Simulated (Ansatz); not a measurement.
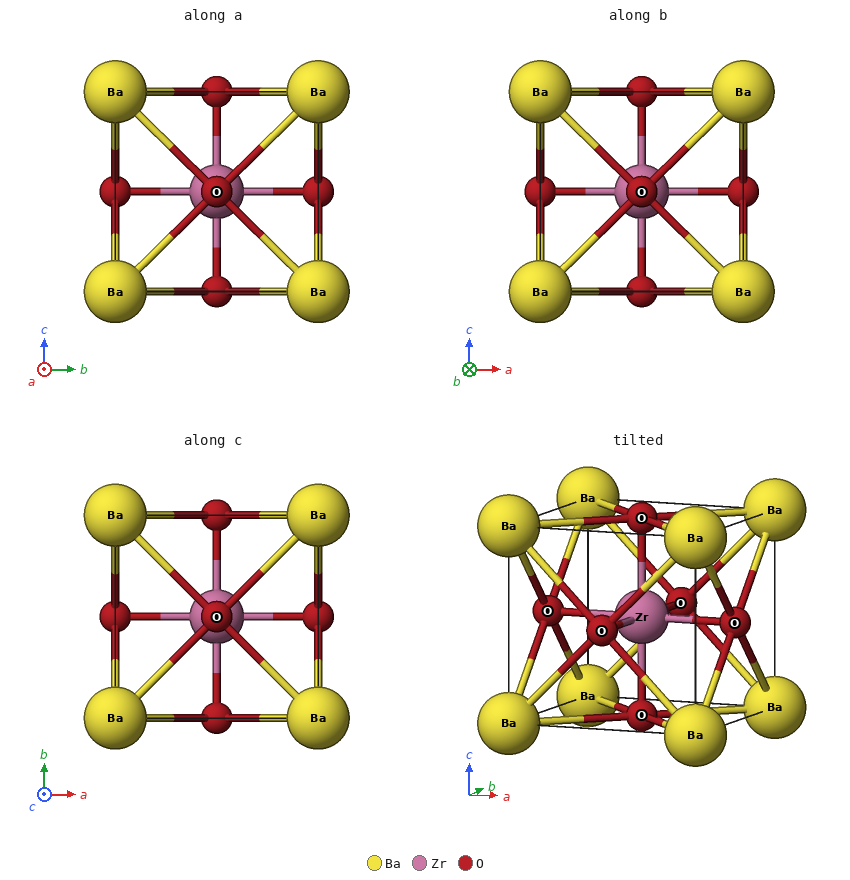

The structure above is drawn in ball-and-stick style and viewed along the a axis, along the b axis, along the c axis and slightly off an axis. The box is the unit cell; atoms on or close to its faces, edges and corners are drawn wherever they repeat.

Lattice parameters: a = 4.2474 Å, b = 4.2474 Å, c = 4.1830 Å, α = 90.000°, β = 90.000°, γ = 90.000°.

Reconstruct the structure as a CIF in P1 with every atom of the cell.

Answer.
```cif
data_structure
_symmetry_space_group_name_H-M 'P 1'
_symmetry_Int_Tables_number 1
_cell_length_a 4.2474
_cell_length_b 4.2474
_cell_length_c 4.1830
_cell_angle_alpha 90.000
_cell_angle_beta 90.000
_cell_angle_gamma 90.000
_cell_volume 75.46
loop_
_atom_site_label
_atom_site_type_symbol
_atom_site_fract_x
_atom_site_fract_y
_atom_site_fract_z
_atom_site_occupancy
Ba1 Ba 0.0000 0.0000 0.0000 1
Zr1 Zr 0.5000 0.5000 0.5000 1
O1 O 0.5000 0.5000 0.0000 1
O2 O 0.5000 0.0000 0.5000 1
O3 O 0.0000 0.5000 0.5000 1
```

Source of the structure: a structure type filled with these elements by a generator (whether the compound takes this form wasn't checked). The cell was then strained or its atoms displaced on purpose. Ansatz was used for an electronic-structure calculation on it.
